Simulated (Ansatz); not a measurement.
## Single-point calculation, with input and output: CuO2 (part 1 of 2)

CuO2 (Cmcm, 6 atoms in the cell), computed with DFT r2SCAN+U, scalar-relativistic, plane waves, PAW, Ueff = 4 eV on Cu d (Ansatz 0.2.0).

The structure derives from a Materials Project entry. The run did not end well. It belongs to a series of runs on one base structure; here: antiferromagnetic in the cell, signs +-.

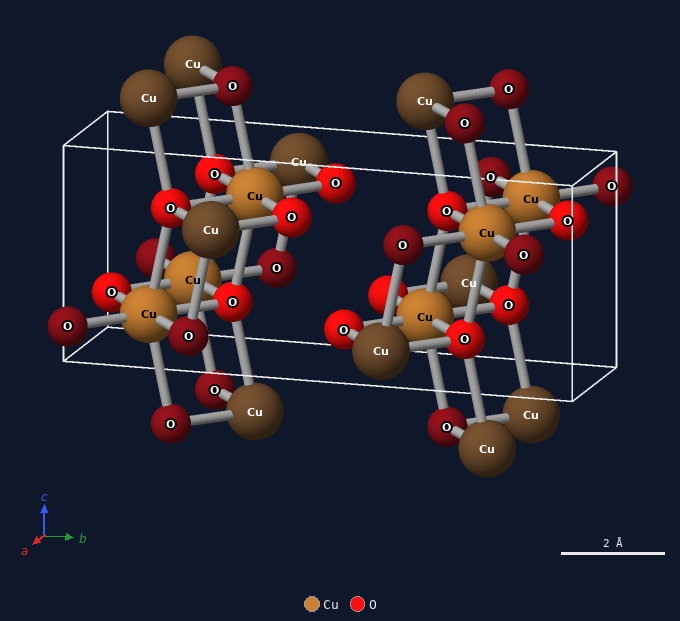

Figure 1. The input geometry (ball-and-stick view of the cell 2 times as large as that of the calculation, set on its symmetry axes, seen slightly off an axis; neighbours outside the cell are drawn fainter). An atom can appear more than once, as a periodic image.

**Outcome**

```tsv
quantity	value
outcome	stopped at the time limit
space group (tolerance 0.01 Å)	Cmcm (63)
hardware	1 thread of Oxide Virtual Turin-like (Zen 5), 32 GiB of memory available, shared host
wall time	10 min
peak memory	1.8 GiB
```

**What went wrong**

The run was cut off by its time limit, so the output is incomplete. The electronic state found may not be the lowest one.

**Input**
```yaml
crystal:
  lattice:
    - [1.412615, -5.210747, 0.0]
    - [1.412615, 5.210747, 0.0]
    - [0.0, 0.0, 4.343424]
  atoms:
    - { symbol: Cu, position: [0.832747, 0.167253, 0.25], spin: 1.0 }
    - { symbol: Cu, position: [0.167253, 0.832747, 0.75], spin: -1.0 }
    - { symbol: O, position: [0.448514, 0.551486, 0.25] }
    - { symbol: O, position: [0.551486, 0.448514, 0.75] }
    - { symbol: O, position: [0.21103, 0.78897, 0.25] }
    - { symbol: O, position: [0.78897, 0.21103, 0.75] }
basis:
  ecutwfc: 500
kpoints:
  mp_grid: { grid: [14, 14, 8] }
hamiltonian:
  xc: r2scan
  hubbard: { sites: [{ species: Cu, l: d, u_eff: 4.0 }] }
scf:
  occupations: { method: gaussian, width: 0.1 }
output:
  forces: true
  stress: true
  eigenvalues: true
  populations: true
magnetization:
  spin_polarized: true
```

Command:
```bash
ansatz run input.yaml --threads 1 --pin off --max-ram 2560MiB --backend cpu --events-out ev --progress --plain --runs-dir out
```

**Log**
```
Cu: projections on atomic orbitals take those of the free atom [Ne] 3s2 3p6 3d10 4s1, of charge +0.00 (hamiltonian.pseudopotentials.projection_atoms); the dataset's partial waves leave at most 2.0e-6 of an orbital's norm unspanned inside its sphere
O: projections on atomic orbitals take those of the free atom [He] 2s2 2p4, of charge +0.00 (hamiltonian.pseudopotentials.projection_atoms); the dataset's partial waves leave at most 1.9e-8 of an orbital's norm unspanned inside its sphere
Engine: ansatz 0.2.0, x86_64-unknown-linux-gnu
Pseudopotentials: kind: paw
Pseudopotential: Cu, paw, valence charge 19, recommended cutoff 500 eV (meta_gga), Cu.paw.azcp
Pseudopotential: O, paw, valence charge 6, recommended cutoff 500 eV (meta_gga), O.paw.azcp
Functional definition: r2SCAN
  parameter k0 = 0.174
  parameter k1 = 0.065
  parameter a1 = 4.9479
  exchange = r2scan_x(k0 = k0, k1 = k1, a1 = a1)
  correlation = r2scan_c
Crystal: 6 atoms, lattice volume = 63.942 Å³
Basis set: ecut = 500 eV, 1605 PW (Γ), exchange–correlation on 160×160×128 points (64 copies of the dense FFT grid, shifted against one another)
Bands: 39, of which v1, the nominal top of the filled ones, is band 31 counted from 1 (30 counted from 0)
Symmetry: 4 space group operations
Space group: Amm2 (ITA 38), of the structure as read, at distance tolerance 4.0e-5 Å
Magnetic group: BNS 63.460 (UNI 558), of the structure as read, at distance tolerance 4.0e-5 Å
k-points: 285 of 1568 (time reversal used)
Non-local potential: Cu, projectors of the file, l = 0: 3, l = 1: 2, l = 2: 3, l = 3: 1
Non-local potential: O, projectors of the file, l = 0: 2, l = 1: 2, l = 2: 1
PAW form: soft (Blöchl's): semilocal exchange-correlation on the pseudo side does not see the compensation charge
PAW frozen core: Cu, regenerated for the run's functional (the file was generated under x = pbe(κ = 0.804, μ = 0.2195149727645171), c = pbe(β = 0.06672455060314922))
PAW frozen core: O, regenerated for the run's functional (the file was generated under x = pbe(κ = 0.804, μ = 0.2195149727645171), c = pbe(β = 0.06672455060314922))
PAW one-centre angular grid: Cu, 590 points (default); XC on 160 Gauss nodes
PAW one-centre angular grid: O, 302 points (default); XC on 160 Gauss nodes
Initial density: superposition of atomic densities (chi_scale 0.1, normalization cell, long waves kept (reshape's long-wave potential 0.24 eV rms))
Starting moments: Σ|m| = 2 μB on 2 of 6 sites
Starting magnetic order: antiferromagnet; an inversion exchanges its spin sublattices: spin-degenerate at every k-point
Initial wavefunctions: pseudopotential atomic-orbital guess
Functional: x = r2scan, c = r2scan; τ floored in thin density (d = 2e-4 eV/Å³)
```
